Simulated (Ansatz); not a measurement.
**MgF: density, localisation and related maps**

Input

```
crystal:
  lattice:
    - [-1.5694632789, 1.5694632789, 5.641376796]
    - [1.5694632789, -1.5694632789, 5.641376796]
    - [1.5694632789, 1.5694632789, -5.641376796]
  atoms:
    - { symbol: Mg, position: [0.1262814708, 0.1262814708, 0.0] }
    - { symbol: Mg, position: [0.8737185292, 0.8737185292, 0.0] }
    - { symbol: F, position: [0.3120938095, 0.3120938095, 0.0] }
    - { symbol: F, position: [0.6879061905, 0.6879061905, 0.0] }
basis:
  ecutwfc: 420
kpoints:
  mp_grid: { grid: [18, 18, 18] }
hamiltonian:
  xc: pbesol
scf:
  occupations: { method: gaussian, width: 0.1 }
output:
  forces: true
  stress: true
  eigenvalues: true
  write_density: true
  write_potential: true
  elf: true
  volumetric_format: npy
relax:
  adjacent_minimum: "off"
  f_tol: 0.005
  max_steps: 80
  cell: { stress_tol: 0.05 }
```

Command:

```sh
ansatz run input.yaml --threads 2 --pin off --max-ram 6144MiB --backend cpu --events-out ev --progress --plain --runs-dir out
```

Below, planes, directions and counts refer to the conventional cell (a = 3.13 Å, b = 3.13 Å, c = 11.24 Å, α = 90.00°, β = 90.00°, γ = 90.00°).

The fields are those of the relaxed geometry.

Space group I4/mmm.

Theory: DFT PBEsol, scalar-relativistic, plane waves, PAW (Ansatz 0.2.0).

In a PAW calculation such maps are meaningful between the atoms, not at the nuclei.

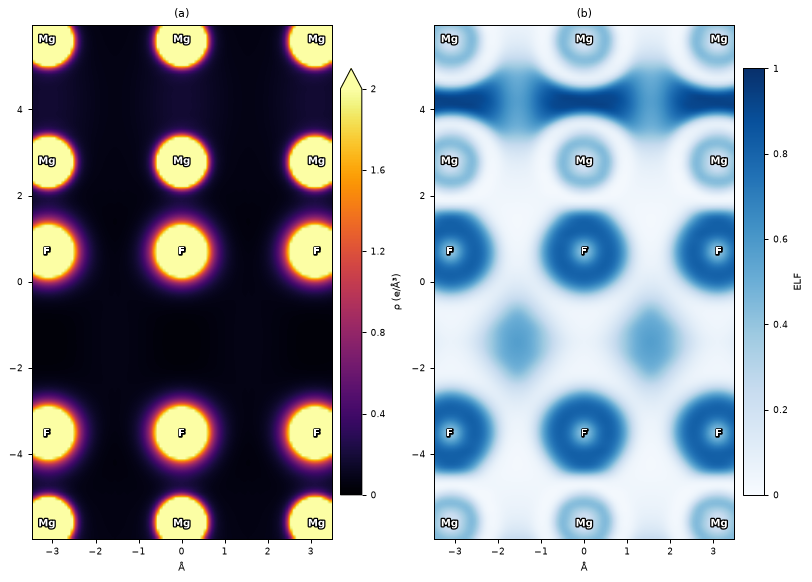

Figure 1. (a) valence electron density; (b) electron localisation function on the (010) plane of the conventional cell.

Question: What do the fields say about this system?

Answer: The plane passes through Mg and F nuclei.
Mg–F (2.09 Å): ρ is about 0.28 e/Å³ halfway; the ELF peaks at about 0.80 in the valence shell of F, 0.5 Å from its nucleus, and is about 0.20 at the midpoint (no shared electron pair shows on this line).
Between the atoms the lowest density in this plane is 0.03 e/Å³.

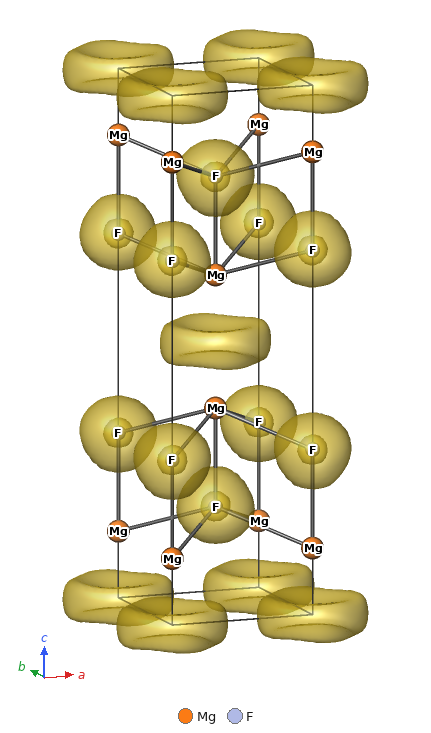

Figure 2. Isosurface of the electron localisation function at 0.7 (yellow), seen slightly off an axis. Only the valence region is drawn (cores and ρ < 0.01 e/Å³ removed). Sticks mark near contacts.

Question: Identify the bonds, lone pairs and shells in this picture.

Answer: The surface consists of four regions wrapped around F (the valence shell of each) and two pockets between the atoms, centred on no nucleus (multi-centre or interstitial), counted in one cell of 8 atoms. Any copies at cell faces, edges or corners count once.


 Mg–F (2.32 Å): the ELF is about 0.15 at the midpoint; no localised pair shows between them.

Question: Does the calculation give a band gap?

Answer: It is gapless in this calculation (a metal or semimetal).
